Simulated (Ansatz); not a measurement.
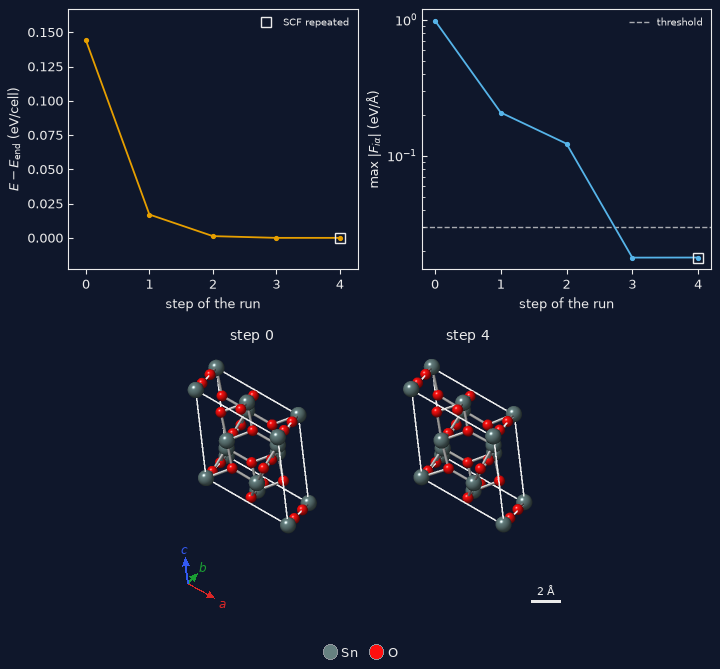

First and last geometry of a relaxation of a defect cell of composition Sn$_{8}$O$_{15}$, with the history of the run. The picture is a ball-and-stick view of the cell of the calculation, seen slightly off an axis.

Theory: Ansatz, DFT PBEsol, scalar-relativistic, plane waves, PAW. Settings: plane-wave cutoff 420 eV; k-point mesh 3 × 3 × 3; occupations gaussian; smearing width 0.02 eV; collinear spin; atoms relaxed in a fixed cell; force threshold 0.03 eV/Å; at most 40 steps.

Read the history and describe the run.

Answer. It converged. Over 3 accepted moves (4 points after the start) the energy falls by 0.144 eV per cell of the calculation. Largest force component: 0.99 eV/Å at the start, 0.018 eV/Å at the end. 1 step only repeated the SCF at the same geometry. The largest move is that of a Sn atom, 0.10 Å along [−3 0 −1]. By element the largest moves are Sn 0.10 Å, O 0.07 Å. The cell doesn't change. Near-neighbour distances that change, for instance: O–Sn 2.045 → 2.101 Å, O–Sn 2.031 → 2.070 Å, O–Sn 2.052 → 2.086 Å, O–Sn 2.097 → 2.072 Å. Among the angles between lasting bonds that change: Sn–O–Sn 102.3° → 96.2°, O–Sn–O 103.3° → 98.1°, O–Sn–O 101.9° → 97.9°. The program noted that the starting moments weren't kept. The run took 3.1 min on 8 threads of Arm Neoverse V1, on a shared host, peak memory 2 GiB.

Limits of the set-up: the periodic images lie only 6.7 Å apart, so the values are limited by the cell's size.
